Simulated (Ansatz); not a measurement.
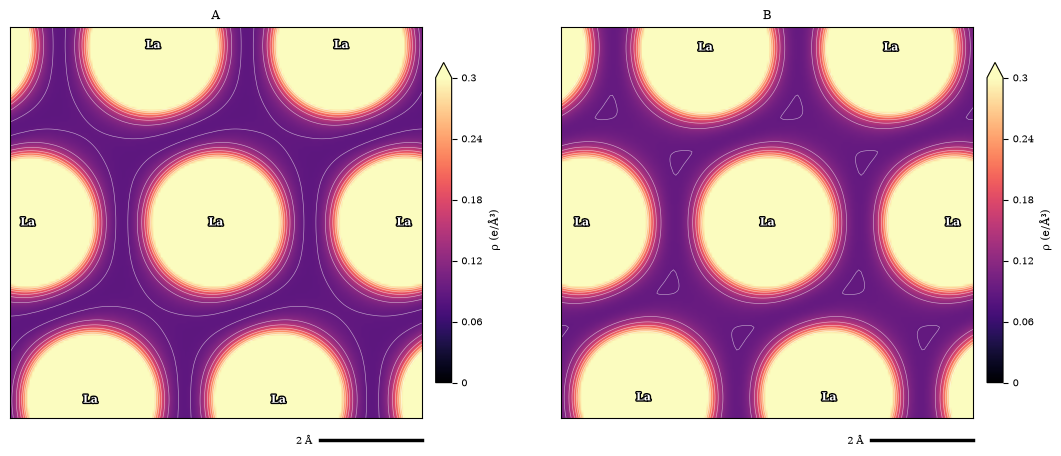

La. The valence pseudo-density of two cells that differ in size, on the (100) plane of each (indices in the axes of the calculation cell), at one length scale and on one colour scale; one has 36.8 and the other 38.3 Å³ an atom.

Theory: DFT, m-r2SCAN, plane waves (500 eV) with PAW, scalar-relativistic (Ansatz 0.2.0).

The density is the valence pseudo-density of a PAW calculation; it isn't the true density close to the nuclei.

Which is the denser cell? Describe the effect of the change.

Answer. Panel B is the smaller cell, by 4 % in volume. From the larger cell to the smaller, La–La goes from 3.68 to 3.63 Å, and the density at its midpoint from 0.09 to 0.09 e/Å³; the pressure goes from −0.1 to 1.0 GPa.
